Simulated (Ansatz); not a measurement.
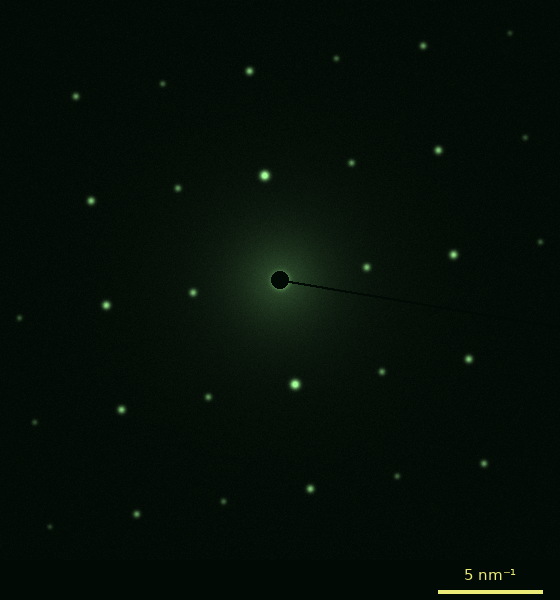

Simulated selected-area electron diffraction pattern (300 kV, kinematic approximation, thin crystal, B = 0.5 Å² for all atoms).

Phase: Ni, space group P6/mmm (No. 191), a = 3.93 Å, c = 2.36 Å (hexagonal axes). Structure: coordinates from a relaxation with DFT, PBEsol, plane waves (420 eV) with PAW, scalar-relativistic (Ansatz); the starting structure was generated, so it need not be a known form of this composition.

```csv
atom,site,symmetry,x,y,z
Ni,1a,6/mmm,0.0000,0.0000,0.0000
Ni,2d,-6m2,0.3333,0.6667,0.5000
```

Determine the zone axis from the geometry of the pattern.

Answer. The spots form a rectangular net whose two shortest vectors correspond to d = 2.36 Å and 1.97 Å, 90.0° apart. They index as 0 0 1 and 1 -2 0, so the zone axis is [210] (or an equivalent direction of <210>).

List the strongest reflections.

Answer. Strongest reflections with d > 0.80 Å, one of each family (|F|² from tabulated Gaussian fits of the electron scattering factors, times a small damping for the curvature of the Ewald sphere):

| hkl | d (Å) | I (strongest = 100) |
| --- | --- | --- |
| 1 -2 0 | 1.965 | 100 |
| 0 0 2 | 1.182 | 33 |
| 1 -2 2 | 1.013 | 22 |
| 2 -4 0 | 0.983 | 20 |
| 0 0 1 | 2.364 | 15 |
| 1 -2 1 | 1.511 | 7 |
